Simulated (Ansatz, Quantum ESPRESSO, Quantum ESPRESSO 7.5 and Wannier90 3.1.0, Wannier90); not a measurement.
**Ballistic channels from Wannier functions: armchair graphene ribbon, 6 dimer lines**

How many channels does the wire offer, and does a small Wannier basis get them right? The wire: armchair graphene ribbon, 6 dimer lines.

Method: plane-wave DFT, PBE, GBRV ultrasoft pseudopotentials, in Quantum ESPRESSO 7.5 and Wannier90 3.1.0.

## (1) The starting structure

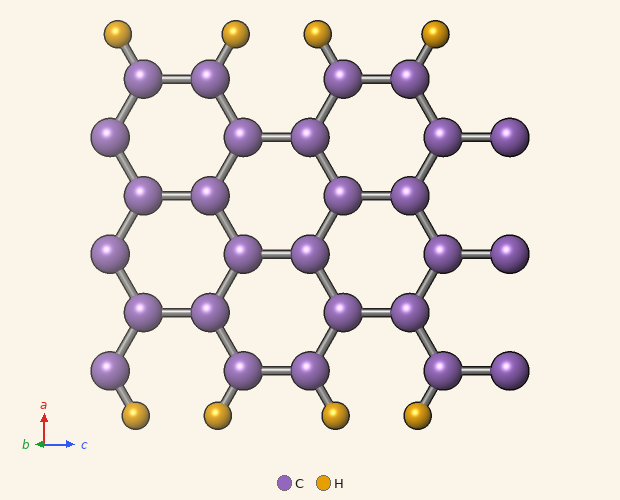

Start, viewed from the side, with the c axis across the page; carbon purple, hydrogen orange. 1×1×2 cells are drawn. Some periodic images of atoms are drawn too.

The cell holds 16 atoms: 12 C and 4 H. Its edges and angles: a = 16.037 Å, b = 9.000 Å, c = 4.260 Å, α = 90.0°, β = 90.0°, γ = 90.0°. It derives from C. Vacuum lies along a and b. The structure's axis is c.

## (2) Self-consistent run

Input file scf.in:

```
&control
  prefix = 'scf'
  outdir = './out'
  pseudo_dir = './pseudo'
  calculation = 'scf'
  tprnfor = .true.
/
&system
  ibrav = 0
  nat = 16
  ntyp = 2
  ecutwfc = 34
  ecutrho = 170
  occupations = 'smearing'
  smearing = 'mv'
  degauss = 0.005
/
&electrons
  conv_thr = 1e-07
  mixing_beta = 0.4
  electron_maxstep = 120
  mixing_mode = 'local-TF'
/
ATOMIC_SPECIES
  C   12.0110  c_pbe_v1.2.uspp.F.UPF
  H   1.0080  h_pbe_v1.4.uspp.F.UPF
CELL_PARAMETERS angstrom
  16.03671574711959 0.00000000000000 0.00000000000000
  0.00000000000000 9.00000000000000 0.00000000000000
  0.00000000000000 0.00000000000000 4.26000000000000
ATOMIC_POSITIONS crystal
  C   -0.191709464000 0.000000000000 0.000000000000
  C   -0.038341893000 0.000000000000 0.000000000000
  C   0.115025679000 0.000000000000 0.000000000000
  H   0.250572370000 0.000000000000 0.038732394400
  H   -0.250572370000 0.000000000000 0.127934272300
  C   -0.115025679000 0.000000000000 0.166666666700
  C   0.038341893000 0.000000000000 0.166666666700
  C   0.191709464000 0.000000000000 0.166666666700
  C   -0.115025679000 0.000000000000 0.500000000000
  C   0.038341893000 0.000000000000 0.500000000000
  C   0.191709464000 0.000000000000 0.500000000000
  H   -0.250572370000 0.000000000000 0.538732394400
  H   0.250572370000 0.000000000000 0.627934272300
  C   -0.191709464000 0.000000000000 0.666666666700
  C   -0.038341893000 0.000000000000 0.666666666700
  C   0.115025679000 0.000000000000 0.666666666700
K_POINTS automatic
  1 1 16 0 0 0
```

Started as:

```console
> OMP_NUM_THREADS=1 mpirun -n 2 pw.x -nk 1 -in scf.in > scf.out
```

The program printed:

```text
Program PWSCF v.7.5 starts
[citation notice left out]

     Parallel version (MPI & OpenMP), running on       2 processor cores
     Number of MPI processes:                 2
     Threads/MPI process:                     1

     MPI processes distributed on     1 nodes
[...]
Current dimensions of program PWSCF are:
     Max number of different atomic species (ntypx) = 10
     Max number of k-points (npk) =  40000
     Max angular momentum in pseudopotentials (lmaxx) =  4
     Message from routine setup:
     using ibrav=0 with symmetry is DISCOURAGED, use correct ibrav instead

     R & G space division:  proc/nbgrp/npool/nimage =       2
     Subspace diagonalization in iterative solution of the eigenvalue problem:
     a serial algorithm will be used

     Parallelization info
     --------------------
     sticks:   dense  smooth     PW     G-vecs:    dense   smooth      PW
     Min        3489    2789    794                77657    55509    8407
     Max        3490    2790    795                77658    55510    8408
     Sum        6979    5579   1589               155315   111019   16815

     Using Slab Decomposition

     bravais-lattice index     =            0
     lattice parameter (alat)  =      30.3050  a.u.
     unit-cell volume          =    4149.1978 (a.u.)^3
     number of atoms/cell      =           16
     number of atomic types    =            2
     number of electrons       =        52.00
     number of Kohn-Sham states=           31
     kinetic-energy cutoff     =      34.0000  Ry
     charge density cutoff     =     170.0000  Ry
     scf convergence threshold =      1.0E-07
     mixing beta               =       0.4000
     number of iterations used =            8  local-TF  mixing
     Exchange-correlation=  SLA  PW   PBX  PBC
                           (   1   4   3   4   0   0   0)

     celldm(1)=  30.305001  celldm(2)=   0.000000  celldm(3)=   0.000000
     celldm(4)=   0.000000  celldm(5)=   0.000000  celldm(6)=   0.000000

     crystal axes: (cart. coord. in units of alat)
               a(1) = (   1.000000   0.000000   0.000000 )
               a(2) = (   0.000000   0.561212   0.000000 )
               a(3) = (   0.000000   0.000000   0.265640 )

     reciprocal axes: (cart. coord. in units 2 pi/alat)
               b(1) = (  1.000000  0.000000  0.000000 )
               b(2) = (  0.000000  1.781857  0.000000 )
               b(3) = (  0.000000  0.000000  3.764487 )

     PseudoPot. # 1 for C  read from file:
     ./pseudo/c_pbe_v1.2.uspp.F.UPF
     Pseudo is Ultrasoft + core correction, Zval =  4.0
     Generated by new atomic code, or converted to UPF format
     Using radial grid of  721 points,  4 beta functions with:
                l(1) =   0
                l(2) =   0
                l(3) =   1
                l(4) =   1
     Q(r) pseudized with  8 coefficients,  rinner =    1.100   1.100   1.100

     PseudoPot. # 2 for H  read from file:
     ./pseudo/h_pbe_v1.4.uspp.F.UPF
     Pseudo is Ultrasoft, Zval =  1.0
     Generated by new atomic code, or converted to UPF format
     Using radial grid of  615 points,  2 beta functions with:
                l(1) =   0
                l(2) =   0
     Q(r) pseudized with  8 coefficients,  rinner =    0.700

     atomic species   valence    mass     pseudopotential
     C                 4.00    12.01100     C ( 1.00)
     H                 1.00     1.00800     H ( 1.00)

      8 Sym. Ops., with inversion, found ( 6 have fractional translation)

   Cartesian axes

     site n.     atom                  positions (alat units)
         1        C      tau(   1) = (  -0.1917095   0.0000000   0.0000000  )
         2        C      tau(   2) = (  -0.0383419   0.0000000   0.0000000  )
         3        C      tau(   3) = (   0.1150257   0.0000000   0.0000000  )
         4        H      tau(   4) = (   0.2505724   0.0000000   0.0102889  )
         5        H      tau(   5) = (  -0.2505724   0.0000000   0.0339845  )
         6        C      tau(   6) = (  -0.1150257   0.0000000   0.0442734  )
         7        C      tau(   7) = (   0.0383419   0.0000000   0.0442734  )
         8        C      tau(   8) = (   0.1917095   0.0000000   0.0442734  )
         9        C      tau(   9) = (  -0.1150257   0.0000000   0.1328202  )
        10        C      tau(  10) = (   0.0383419   0.0000000   0.1328202  )
        11        C      tau(  11) = (   0.1917095   0.0000000   0.1328202  )
        12        H      tau(  12) = (  -0.2505724   0.0000000   0.1431091  )
        13        H      tau(  13) = (   0.2505724   0.0000000   0.1668047  )
        14        C      tau(  14) = (  -0.1917095   0.0000000   0.1770936  )
        15        C      tau(  15) = (  -0.0383419   0.0000000   0.1770936  )
        16        C      tau(  16) = (   0.1150257   0.0000000   0.1770936  )

     number of k points=     9  Marzari-Vanderbilt smearing, width (Ry)=  0.0050
                       cart. coord. in units 2pi/alat
        k(    1) = (   0.0000000   0.0000000   0.0000000), wk =   0.1250000
        k(    2) = (   0.0000000   0.0000000   0.2352805), wk =   0.2500000
        k(    3) = (   0.0000000   0.0000000   0.4705609), wk =   0.2500000
        k(    4) = (   0.0000000   0.0000000   0.7058414), wk =   0.2500000
        k(    5) = (   0.0000000   0.0000000   0.9411218), wk =   0.2500000
        k(    6) = (   0.0000000   0.0000000   1.1764023), wk =   0.2500000
        k(    7) = (   0.0000000   0.0000000   1.4116827), wk =   0.2500000
        k(    8) = (   0.0000000   0.0000000   1.6469632), wk =   0.2500000
        k(    9) = (   0.0000000   0.0000000  -1.8822436), wk =   0.1250000

     Dense  grid:   155315 G-vectors     FFT dimensions: ( 125,  72,  36)

     Smooth grid:   111019 G-vectors     FFT dimensions: ( 120,  64,  30)

     Estimated max dynamical RAM per process >     181.93 MB

     Estimated total dynamical RAM >     363.86 MB

     Initial potential from superposition of free atoms

     starting charge      51.9995, renormalised to      52.0000

     negative rho (up, down):  5.132E-05 0.000E+00
     Starting wfcs are   52 randomized atomic wfcs

     total cpu time spent up to now is        1.7 secs

     per-process dynamical memory:    90.7 Mb

     Self-consistent Calculation

     iteration #  1     ecut=    34.00 Ry     beta= 0.40
     Davidson diagonalization with overlap
     ethr =  1.00E-02,  avg # of iterations =  2.0

     negative rho (up, down):  2.916E-07 0.000E+00

     total cpu time spent up to now is        5.0 secs

     total energy              =    -142.90798040 Ry
[...]
total energy              =    -142.50751334 Ry
     estimated scf accuracy    <       0.02584412 Ry

     iteration #  7     ecut=    34.00 Ry     beta= 0.40
[...]
negative rho (up, down):  1.106E-02 0.000E+00

[...]
total energy              =    -142.51090492 Ry
     estimated scf accuracy    <       0.00536194 Ry

     iteration #  8     ecut=    34.00 Ry     beta= 0.40
[...]
negative rho (up, down):  3.159E-02 0.000E+00

[...]
total energy              =    -142.51186472 Ry
     estimated scf accuracy    <       0.00197847 Ry

     iteration #  9     ecut=    34.00 Ry     beta= 0.40
[...]
c_bands:  1 eigenvalues not converged
[...]
negative rho (up, down):  1.381E-02 0.000E+00

[...]
total energy              =    -142.51147209 Ry
     estimated scf accuracy    <       0.00089358 Ry

     iteration # 10     ecut=    34.00 Ry     beta= 0.40
[...]
c_bands:  1 eigenvalues not converged
     c_bands:  1 eigenvalues not converged
[...]
negative rho (up, down):  7.893E-03 0.000E+00

[...]
total energy              =    -142.51145286 Ry
     estimated scf accuracy    <       0.00010150 Ry

     iteration # 11     ecut=    34.00 Ry     beta= 0.40
[...]
negative rho (up, down):  1.454E-03 0.000E+00

[...]
total energy              =    -142.51135278 Ry
     estimated scf accuracy    <       0.00003173 Ry

     iteration # 12     ecut=    34.00 Ry     beta= 0.40
[...]
c_bands:  1 eigenvalues not converged
[...]
negative rho (up, down):  1.324E-03 0.000E+00

[...]
total energy              =    -142.51135901 Ry
     estimated scf accuracy    <       0.00001060 Ry

     iteration # 13     ecut=    34.00 Ry     beta= 0.40
[...]
negative rho (up, down):  1.213E-03 0.000E+00

[...]
total energy              =    -142.51135683 Ry
     estimated scf accuracy    <       0.00000517 Ry

     iteration # 14     ecut=    34.00 Ry     beta= 0.40
[...]
negative rho (up, down):  9.744E-04 0.000E+00

[...]
total energy              =    -142.51135844 Ry
     estimated scf accuracy    <       0.00000100 Ry

     iteration # 15     ecut=    34.00 Ry     beta= 0.40
[...]
negative rho (up, down):  9.647E-04 0.000E+00

[...]
total energy              =    -142.51135830 Ry
     estimated scf accuracy    <       0.00000054 Ry

     iteration # 16     ecut=    34.00 Ry     beta= 0.40
[...]
negative rho (up, down):  9.986E-04 0.000E+00

[...]
total energy              =    -142.51135840 Ry
     estimated scf accuracy    <       0.00000013 Ry

     iteration # 17     ecut=    34.00 Ry     beta= 0.40
[...]
negative rho (up, down):  9.269E-04 0.000E+00

[...]
total energy              =    -142.51135848 Ry
     estimated scf accuracy    <       0.00000017 Ry

     iteration # 18     ecut=    34.00 Ry     beta= 0.40
[...]
negative rho (up, down):  9.259E-04 0.000E+00

[...]
End of self-consistent calculation

          k = 0.0000 0.0000 0.0000 ( 13933 PWs)   bands (ev):

   -20.9786 -19.7818 -18.0285 -15.9192 -15.7485 -14.7852 -14.6694 -14.3905
   -13.0860 -12.0481 -11.3611 -11.0546 -10.3238  -9.3582  -9.0406  -8.8150
    -8.7387  -7.7325  -7.1419  -6.7106  -5.7976  -5.5116  -5.3110  -3.7291
    -3.4903  -2.3488  -1.4203  -0.3519  -0.2448   0.9633   1.5252

          k = 0.0000 0.0000 0.2353 ( 13899 PWs)   bands (ev):

   -20.9555 -19.7591 -18.0070 -16.0918 -15.8944 -15.0728 -14.4262 -14.0296
   -13.2476 -11.9696 -11.1865 -11.1827 -10.2954  -9.2352  -9.0131  -8.9191
    -8.7026  -7.7063  -7.0832  -6.7902  -5.7764  -5.5455  -5.3644  -3.8884
    -3.5030  -2.6318  -1.1419  -0.2643  -0.1663   0.9944   1.5567

          k = 0.0000 0.0000 0.4706 ( 13903 PWs)   bands (ev):

   -20.8864 -19.6911 -17.9427 -16.6407 -15.8698 -15.5998 -13.7882 -13.6326
   -13.5969 -11.8017 -11.4200 -10.7901 -10.2058  -9.1726  -8.9779  -8.9308
    -8.5813  -7.6277  -7.0072  -6.9627  -5.7129  -5.6638  -5.5179  -4.2860
    -3.5443  -3.1406  -0.6453  -0.3102   0.3078   1.0879   1.5193

          k = 0.0000 0.0000 0.7058 ( 13925 PWs)   bands (ev):

   -20.7713 -19.5780 -17.8364 -17.2023 -16.1244 -15.8396 -13.9814 -13.3197
   -13.0795 -12.0021 -11.1861 -10.4076 -10.0328  -9.4442  -8.7939  -8.7399
    -8.3575  -7.4973  -7.3151  -6.8725  -5.8940  -5.7532  -5.6087  -4.7956
    -3.6831  -3.6218  -0.3559  -0.1193   0.9411   1.2439   1.8093

          k = 0.0000 0.0000 0.9411 ( 13899 PWs)   bands (ev):

   -20.6105 -19.4201 -17.7396 -17.6902 -16.6286 -15.8435 -14.2931 -13.1090
   -12.3531 -12.3308 -10.6719 -10.3128  -9.8477  -9.4019  -8.6030  -8.5413
    -8.1127  -7.6522  -7.3155  -6.8752  -6.2454  -6.0471  -5.4660  -5.3397
    -4.2202  -3.7432  -0.3689   0.4041   1.4619   1.5868   1.6496

          k = 0.0000 0.0000 1.1764 ( 13883 PWs)   bands (ev):

   -20.4042 -19.2179 -18.2429 -17.5143 -17.0951 -15.9376 -14.4585 -13.1356
   -12.4418 -11.6292 -10.5662 -10.0817  -9.6422  -8.9979  -8.3967  -8.3588
    -8.1104  -7.7685  -7.0834  -7.0003  -6.7004  -6.3772  -5.8799  -5.2887
    -4.7371  -3.9106  -0.3236   0.9161   1.2317   1.7406   2.3171

[...]
the Fermi energy is    -1.9451 ev

!    total energy              =    -142.51135850 Ry
     estimated scf accuracy    <          8.6E-09 Ry
     smearing contrib. (-TS)   =       0.00000000 Ry
     internal energy E=F+TS    =    -142.51135850 Ry

     The total energy is F=E-TS. E is the sum of the following terms:
     one-electron contribution =    -726.92720684 Ry
     hartree contribution      =     372.32458216 Ry
     xc contribution           =     -46.31732511 Ry
     ewald contribution        =     258.40859128 Ry

     convergence has been achieved in  18 iterations

     negative rho (up, down):  9.259E-04 0.000E+00

     Forces acting on atoms (cartesian axes, Ry/au):

     atom    1 type  1   force =     0.02255459   -0.00000000   -0.07627683
     atom    2 type  1   force =    -0.01765446    0.00000000   -0.00342322
     atom    3 type  1   force =     0.01857818   -0.00000000    0.03388470
     atom    4 type  2   force =     0.00144099    0.00000000    0.00867691
     atom    5 type  2   force =    -0.00144099    0.00000000   -0.00867691
     atom    6 type  1   force =    -0.01857818   -0.00000000   -0.03388470
     atom    7 type  1   force =     0.01765446    0.00000000    0.00342322
     atom    8 type  1   force =    -0.02255459   -0.00000000    0.07627683
     atom    9 type  1   force =    -0.01857818    0.00000000    0.03388470
     atom   10 type  1   force =     0.01765446    0.00000000   -0.00342322
     atom   11 type  1   force =    -0.02255459    0.00000000   -0.07627683
     atom   12 type  2   force =    -0.00144099    0.00000000    0.00867691
     atom   13 type  2   force =     0.00144099    0.00000000   -0.00867691
     atom   14 type  1   force =     0.02255459    0.00000000    0.07627683
     atom   15 type  1   force =    -0.01765446    0.00000000    0.00342322
     atom   16 type  1   force =     0.01857818    0.00000000   -0.03388470

     Total force =     0.181339     Total SCF correction =     0.000176

[...]
=------------------------------------------------------------------------------=
   JOB DONE.
=------------------------------------------------------------------------------=
```

Elapsed: 56 s, on 2 MPI ranks of Arm Neoverse V2, shared host; peak memory 0.32 GiB; 1.9 min of CPU time.

Read from the output:

- free energy: -1938.9658 eV
- Fermi energy: -1.945 eV

The program's own clock; routines nest. Time by routine:

```csv
routine,wall time (s),calls
PWSCF,55.25,1
electrons,52.9,1
c_bands,40.25,18
cegterg,39.22,162
h_psi,28,830
fftw,22.42,31028
vloc_psi,20.89,830
sum_band,6.81,18
calbec,5.02,1028
mix_rho,3.92,18
add_vuspsi,3.54,830
s_psi,3.51,830
h_psi:calbec,3.46,830
ffts,1.99,1802
```

The run needed 18 iterations to bring the estimated error under 1e-07 Ry; the largest force on any atom, held or free, is 2.05 eV/Å.

## (3) Full uniform mesh without symmetry

Wannier90 needs the states on a whole uniform mesh, listed point by point, without symmetry.

nscf.in is the input of step 2 with these lines changed:

```diff
@@ -1,7 +1,6 @@
 &control
-  prefix = 'scf'
+  prefix = 'nscf'
   outdir = './out'
   pseudo_dir = './pseudo'
-  calculation = 'scf'
-  tprnfor = .true.
+  calculation = 'nscf'
 /
@@ -16,5 +15,8 @@
   degauss = 0.005
+  nosym = .true.
+  noinv = .true.
+  nbnd = 44
 /
 &electrons
-  conv_thr = 1e-07
+  conv_thr = 1e-09
   mixing_beta = 0.4
@@ -22,2 +24,3 @@
   mixing_mode = 'local-TF'
+  diago_full_acc = .true.
 /
@@ -47,3 +50,11 @@
   C   0.115025679000 0.000000000000 0.666666666700
-K_POINTS automatic
-  1 1 16 0 0 0
+K_POINTS crystal
+8
+  0.0000000000 0.0000000000 0.0000000000 0.125
+  0.0000000000 0.0000000000 0.1250000000 0.125
+  0.0000000000 0.0000000000 0.2500000000 0.125
+  0.0000000000 0.0000000000 0.3750000000 0.125
+  0.0000000000 0.0000000000 0.5000000000 0.125
+  0.0000000000 0.0000000000 0.6250000000 0.125
+  0.0000000000 0.0000000000 0.7500000000 0.125
+  0.0000000000 0.0000000000 0.8750000000 0.125
```

Started as:

```console
> cp -r out/scf.save out/nscf.save
> cp out/scf.xml out/nscf.xml
> OMP_NUM_THREADS=1 mpirun -n 2 pw.x -nk 1 -in nscf.in > nscf.out
```

The program printed:

```text
[banner, memory and clock lines left out]
Program PWSCF v.7.5 starts
[citation notice left out]

[...]
bravais-lattice index     =            0
     lattice parameter (alat)  =      30.3050  a.u.
     unit-cell volume          =    4149.1978 (a.u.)^3
     number of atoms/cell      =           16
     number of atomic types    =            2
     number of electrons       =        52.00
     number of Kohn-Sham states=           44
     kinetic-energy cutoff     =      34.0000  Ry
     charge density cutoff     =     170.0000  Ry
     Exchange-correlation=  SLA  PW   PBX  PBC
                           (   1   4   3   4   0   0   0)

[...]
PseudoPot. # 1 for C  read from file:
     ./pseudo/c_pbe_v1.2.uspp.F.UPF
     Pseudo is Ultrasoft + core correction, Zval =  4.0
     Generated by new atomic code, or converted to UPF format
     Using radial grid of  721 points,  4 beta functions with:
                l(1) =   0
                l(2) =   0
                l(3) =   1
                l(4) =   1
     Q(r) pseudized with  8 coefficients,  rinner =    1.100   1.100   1.100

     PseudoPot. # 2 for H  read from file:
     ./pseudo/h_pbe_v1.4.uspp.F.UPF
     Pseudo is Ultrasoft, Zval =  1.0
     Generated by new atomic code, or converted to UPF format
     Using radial grid of  615 points,  2 beta functions with:
                l(1) =   0
                l(2) =   0
     Q(r) pseudized with  8 coefficients,  rinner =    0.700

     atomic species   valence    mass     pseudopotential
     C                 4.00    12.01100     C ( 1.00)
     H                 1.00     1.00800     H ( 1.00)

     No symmetry found

[...]
number of k points=     8  Marzari-Vanderbilt smearing, width (Ry)=  0.0050
[...]
Dense  grid:   155315 G-vectors     FFT dimensions: ( 125,  72,  36)

     Smooth grid:   111019 G-vectors     FFT dimensions: ( 120,  64,  30)

     The potential is recalculated from file :
     ./out/nscf.save/charge-density

     negative rho (up, down):  9.259E-04 0.000E+00
     Starting wfcs are   52 randomized atomic wfcs

     Band Structure Calculation
     Davidson diagonalization with overlap

     ethr =  1.92E-12,  avg # of iterations = 62.8

     End of band structure calculation

          k = 0.0000 0.0000 0.0000 ( 13933 PWs)   bands (ev):

   -20.9781 -19.7815 -18.0284 -15.9192 -15.7480 -14.7847 -14.6691 -14.3902
   -13.0858 -12.0478 -11.3608 -11.0544 -10.3239  -9.3580  -9.0401  -8.8150
    -8.7386  -7.7322  -7.1418  -6.7107  -5.7976  -5.5111  -5.3107  -3.7286
    -3.4902  -2.3485  -1.4200  -0.3514  -0.2447   0.9633   1.3956   1.5255
     2.4428   2.4730   2.7975   2.8342   3.1710   3.4234   3.6492   3.9810
     4.5418   4.9380   4.9836   5.1129

          k = 0.0000 0.0000 0.4706 ( 13903 PWs)   bands (ev):

   -20.8859 -19.6908 -17.9426 -16.6401 -15.8697 -15.5995 -13.7876 -13.6324
   -13.5967 -11.8015 -11.4198 -10.7898 -10.2059  -9.1725  -8.9776  -8.9303
    -8.5812  -7.6275  -7.0073  -6.9626  -5.7129  -5.6634  -5.5177  -4.2855
    -3.5442  -3.1404  -0.6450  -0.3101   0.3083   1.0880   1.5192   1.6519
     2.2027   2.5666   2.9581   2.9592   3.3195   3.5497   3.7745   4.1107
     4.6565   5.0598   5.1198   5.1422

[...]
the Fermi energy is    -1.9192 ev
     (compare with:    -1.9451 eV, computed in scf)

[...]
```

Elapsed: 40 s, on 2 MPI ranks; peak memory 0.21 GiB; 79 s of CPU time.

This step gave:

| Item | Value |
| --- | --- |
| Fermi energy | -1.919 eV |

The program's own clock; routines nest. Time by routine:

```csv
routine,wall time (s),calls
PWSCF,39.09,1
electrons,38.76,1
c_bands,38.76,1
cegterg,37.43,29
h_psi,22.55,539
vloc_psi,17.01,539
fftw,15.4,20654
add_vuspsi,2.71,539
s_psi,2.7,539
h_psi:calbec,2.69,539
calbec,2.68,539
cdiaghg,0.96,510
init_run,0.24,1
g_psi,0.24,502
```

[end of part 1 of 4]

[Logs are printed without paths, hosts, clocks, repeated set-up lines and the standing remarks that a program may print on its own settings, such as how far it seeks lower states.]

[Hosts, paths, dates, database ids (printed as entryN), source tags and the programs' standing remarks are cut or masked in the printed files.]

[Maps of the electrostatic potential energy from Ansatz leave out the sawtooth potential of an applied field or a dipole correction, so their vacuum need not be flat; planar profiles and work functions include it.]
